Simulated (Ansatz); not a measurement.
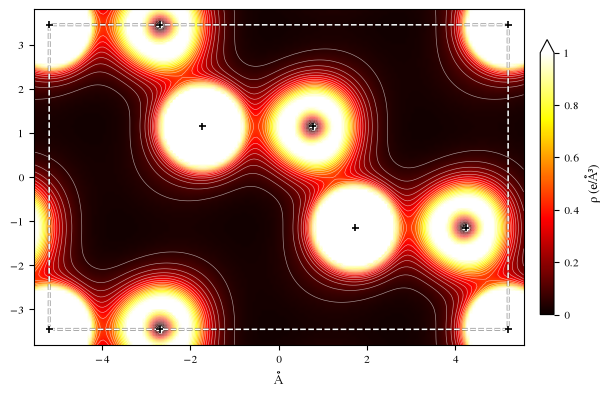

The valence pseudo-density on a plane through atoms (crosses mark nuclei in the plane).

Level of theory: DFT PBEsol, scalar-relativistic, plane waves, PAW (Ansatz 0.2.0).

Candidates:
A. CdS, a = 3.98 Å, b = 3.98 Å, c = 10.40 Å, α = 90.00°, β = 90.00°, γ = 120.00°. Space group R3m; changed on purpose from its base cell (band edges of the strained film's bulk); computed pressure about 2 GPa in this cell.
B. InAs, a = 6.09 Å, b = 6.09 Å, c = 6.09 Å, α = 90.00°, β = 90.00°, γ = 90.00°. Space group F-43m; a structure from a database of computed crystals, not necessarily the ambient phase.
C. Ni2Ge, a = 3.97 Å, b = 3.97 Å, c = 5.01 Å, α = 90.00°, β = 90.00°, γ = 120.00°. Space group P6₃/mmc; a structure from a database of computed crystals, not necessarily the ambient phase; computed without spin polarisation.

### Which candidate gave the map?

Candidate A: CdS on the (110) plane of the conventional cell, which holds Cd and S. Cd–S (2.49 Å): ρ is about 0.45 e/Å³ halfway.
